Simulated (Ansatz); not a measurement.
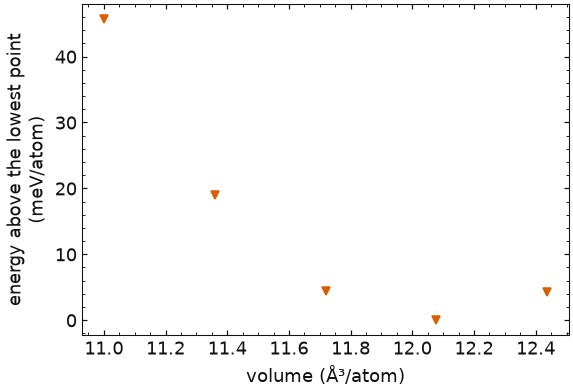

The plot gives the computed energy above the lowest point against volume for Cu, space group Fm-3m (No. 225) (one of a set of cubic test structures, which need not be the stable phase).

Computed with Ansatz 0.2.0 development build: equation of state of a cubic crystal from periodic Kohn-Sham density functional theory without spin; pressure corrected for the finite basis. Level: HSE06.

- structure type: fcc
- atoms in cell: 1
- space group number: 225
- lattice centring: face-centred primitive
- k mesh: 6×6×6
- occupation method: Fermi–Dirac
- occupation width: 0.1 eV
- wave cutoff: 420 eV
- datasets: soft-1 PAW
- density tolerance: 1e−07 eV
- bands: 14
- density cutoff ratio: 4
- search for lower states: default
- exchange singularity: Wigner-Seitz

From this curve and the settings, what does the calculation give for the pressure at the same points?

The pressure falls from 15.0 GPa at volume 11.00 Å³/atom to −3.5 GPa at 12.44 Å³/atom, and changes sign near 12.07 Å³/atom.

```
volume (Å³/atom)  pressure (GPa)
           11.00            15.0
           11.36             9.0
           11.72             4.1
           12.08             0.0
           12.44            -3.5
```

Keep in mind: coarse k-mesh, values are not converged in k.
